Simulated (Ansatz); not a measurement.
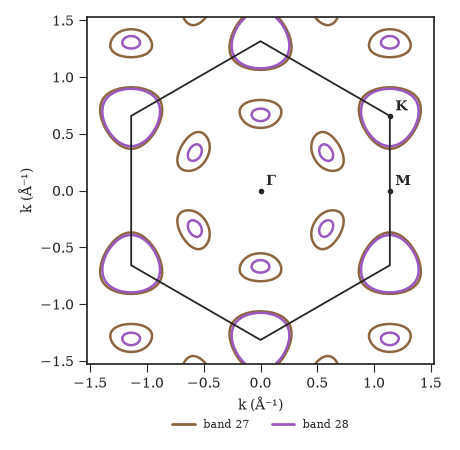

Constant-energy contours of a single layer of MoS2 (space group of the slab cell P-6m2), 0.40 eV above the conduction-band minimum (one colour a band).

The calculation used Ansatz, DFT PBE, spin-orbit coupling, plane waves, PAW; levels and slopes on a dense k mesh at the converged density. Non-magnetic. The levels come from a k mesh of 60×60×1 points. Cell and positions as given, without relaxation. The cell comes from a database of computed structures, not from a measurement.

Masses come from a second pass at points close to the extrema; at the energies drawn a band may no longer be parabolic.

> Describe the band extrema that these surfaces surround.

Band 27 forms the conduction edge; band 28 meets it there. Within this energy: two equivalent minima at K, mass 0.40 mₑ in all directions; six equivalent minima on the K–Γ line, 0.30 eV above the edge, principal masses 0.57 and 1.25 mₑ.

Cost: 19 min on 1 thread of Arm Neoverse N1, with other jobs on the host, peak memory 1.8 GiB.
